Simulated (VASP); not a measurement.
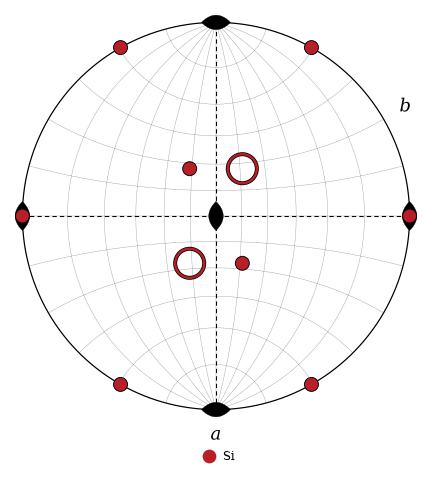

Directions from one tungsten atom at (1/2, 0, 1/2) to its bonded neighbours, in stereographic projection down c (filled: above the plane of the page or in it, open: below). Crystal: Si2W, a cell listed in the Materials Project, as set up for an electronic-structure calculation. Geometry calculated from the standardised cell; symmetry tolerance 0.002 Å.

Neighbours are counted up to 3.32 Å for Si. The symmetry elements of the site are drawn in: heavy lines are mirror planes (a heavy rim: a mirror in the plane of the page); lens, triangle, square and hexagon are 2-, 3-, 4- and 6-fold axes, a lens in an open square is −4, a triangle in an open hexagon −6; thin dashed diameters join the ends of axes that lie in the page; a small open circle marks inversion.

```
CELL_PARAMETERS angstrom
4.61685 0.00000 0.00000
-2.30843 3.99831 0.00000
0.00000 0.00000 6.65322
ATOMIC_POSITIONS crystal
W 0.50000 0.00000 0.50000
W 0.50000 0.50000 0.83333
W 0.00000 0.50000 0.16667
Si 0.32725 0.16363 0.16667
Si 0.83637 0.16363 0.83333
Si 0.16363 0.32725 0.50000
Si 0.67275 0.83637 0.16667
Si 0.16363 0.83637 0.83333
Si 0.83637 0.67275 0.50000
```

> How many neighbours are there, and at what angles?

10: 4 Si at 2.59 Å, 4 Si at 2.65 Å, 2 Si at 2.69 Å. Angles between bonds: 59° (6×), 60° (4×), 62° (2×), 74° (4×), 75° (4×), 105° (4×), 106° (4×), 120° (4×), 121° (6×), 126° (2×), 151° (2×), 180° (3×).

> What is the site's symmetry in the crystal?

Point group 222 (D2), order 4: three twofold axes. In P6₂22, No. 180 this is Wyckoff position 3d.
